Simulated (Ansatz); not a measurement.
# Fermi surface of Sc (space group C2/m, No. 12)

```cif
data_structure
_symmetry_space_group_name_H-M 'P 1'
_symmetry_Int_Tables_number 1
_cell_length_a 5.0643
_cell_length_b 5.0643
_cell_length_c 3.2007
_cell_angle_alpha 90.054
_cell_angle_beta 90.054
_cell_angle_gamma 59.169
_cell_volume 70.49
loop_
_atom_site_label
_atom_site_type_symbol
_atom_site_fract_x
_atom_site_fract_y
_atom_site_fract_z
_atom_site_occupancy
Sc1 Sc 0.33323 0.33323 0.99511 1
Sc2 Sc 0.00000 0.00000 0.50000 1
Sc3 Sc 0.66677 0.66677 0.00489 1
```

Method: DFT PBE, scalar-relativistic, plane waves, PAW; levels and slopes on a dense k mesh at the converged density in Ansatz. No spin polarisation. Mesh 14×14×18, interpolated with the band slopes. Unrelaxed database geometry. The cell comes from a database of computed structures, not from a measurement.

Part 1: The sheets

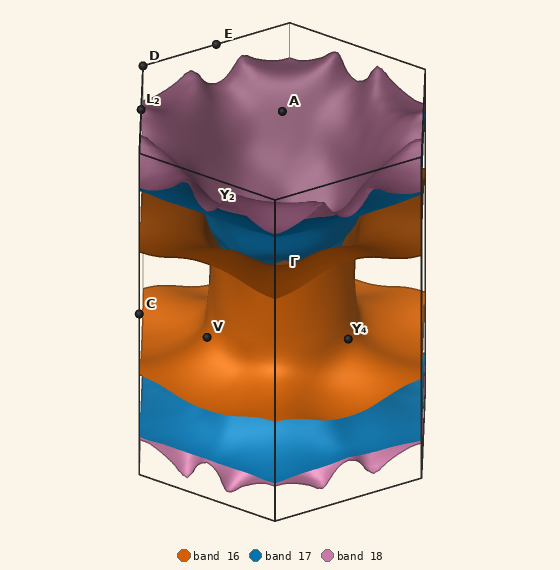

Fermi surface of this crystal. Each colour is one band. The brighter face of a sheet looks towards empty states.

> Describe the Fermi surface sheet by sheet.

Three bands cross the Fermi level; this is a three-dimensional metal.

Band 16: an open sheet between a filled part that runs through the repeated zones in all directions and an empty one that does so in two.
Band 17: an open sheet between a filled part that runs through the repeated zones in all directions and an empty one that does so in two.
Band 18: open, warped sheets that part slabs of filled states from slabs of empty ones.
The shape of the surface of band 17 and band 18 changes its kind within 0.03 eV of this level, so small parts may appear, vanish, join or separate.

Part 2: Speeds

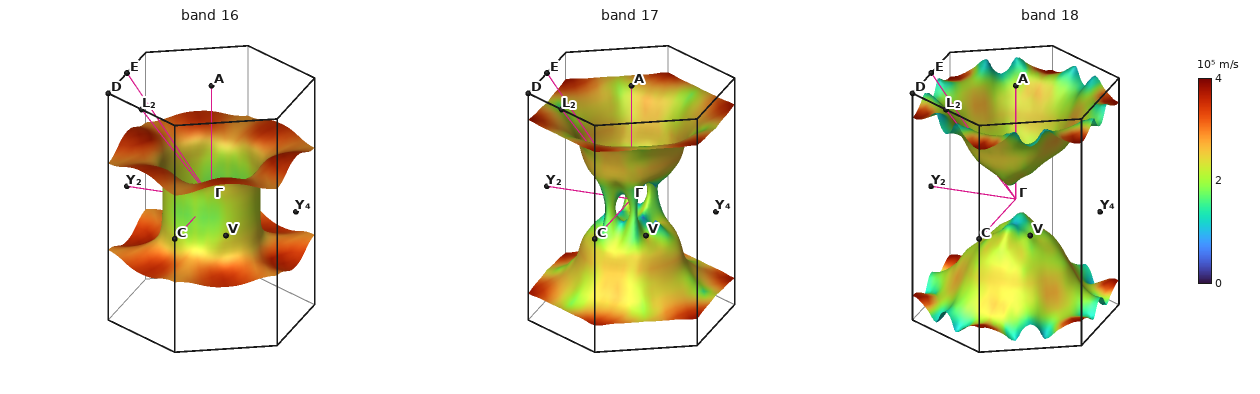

Fermi surface of this crystal, coloured by the Fermi speed.

> Give the range and mean of the Fermi speed for each band.

Band 16: 1.9 to 3.5 × 10⁵ m/s over most of the sheet, 2.7 × 10⁵ m/s on average over states. Band 17: 1.6 to 3.4 × 10⁵ m/s over most of the sheet, 2.3 × 10⁵ m/s on average over states. Band 18: 1.3 to 3.3 × 10⁵ m/s over most of the sheet, 2.1 × 10⁵ m/s on average over states.

Part 3: Cuts and bands

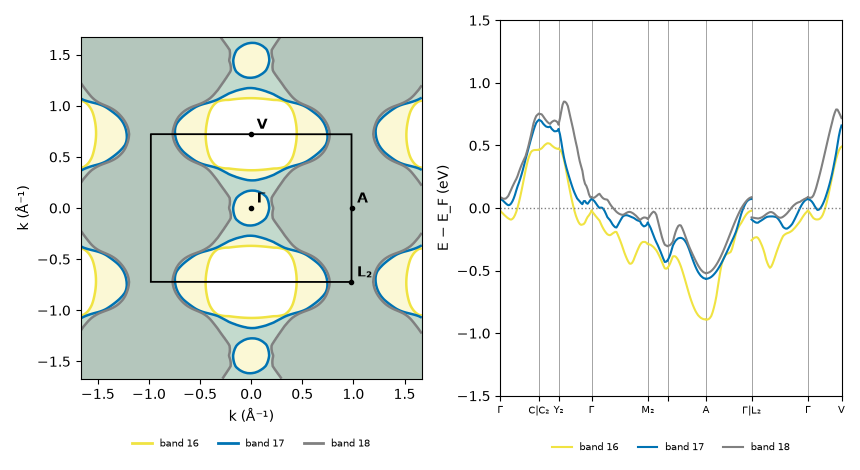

This crystal: cut through the Fermi surface in the plane through Γ, A and V, filled states shaded, and the bands that cross the Fermi level.

> Give each band's level at the labelled points, in eV from the Fermi level.

| band | Γ | A | V |
| --- | --- | --- | --- |
| band 16 | −0.02 | −0.89 | +0.49 |
| band 17 | +0.07 | −0.57 | +0.66 |
| band 18 | +0.09 | −0.52 | +0.72 |

Negative values are filled states.

The mesh is coarse (steps of 0.11 Å⁻¹). Necks and pockets thinner than about two mesh steps aren't resolved, so separate pockets may in truth be joined.

Time for the whole run: 23 s on 1 thread of AMD EPYC 9R45 96-Core Processor (Zen 5), with other jobs on the host, peak memory 1 GiB.
